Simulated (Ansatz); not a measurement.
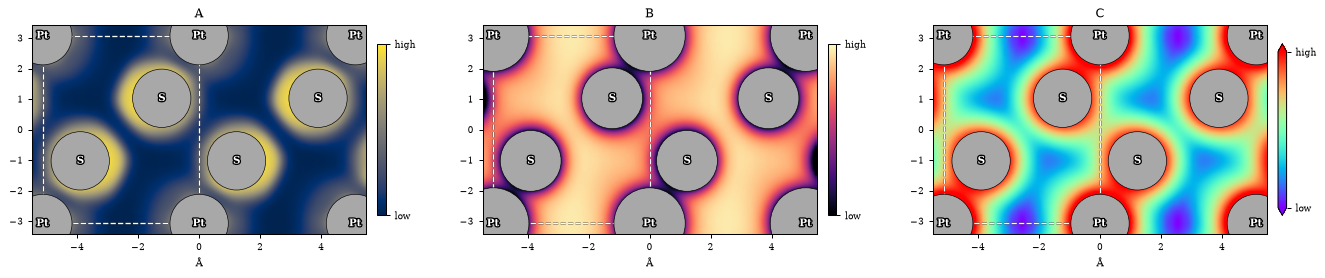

PtS2: 3 fields on the (110) plane of the conventional cell, with unlabelled colour scales. Grey discs cover the atomic cores.

Space group P-3m1; a structure from a database of computed crystals, not necessarily the ambient phase; started from the database structure prototype, which need not be the ambient phase; not relaxed (largest force 0.3 eV/Å); computed pressure about −4 GPa in this cell.

These are results of Ansatz, DFT, LDA, plane waves, PAW, not measurements.

> The panels show electron localisation function, electrostatic potential energy of an electron and valence pseudo-density in some order. Assign them.

Panel A: electron localisation function. Panel B: electrostatic potential energy of an electron (low next to the atoms, rising into the space between them). Panel C: valence pseudo-density. From the grid: Pt–S (2.39 Å): ρ is about 0.67 e/Å³ halfway; the ELF peaks at about 0.90 in the valence shell of S, 0.8 Å from its nucleus, and is about 0.45 at the midpoint.
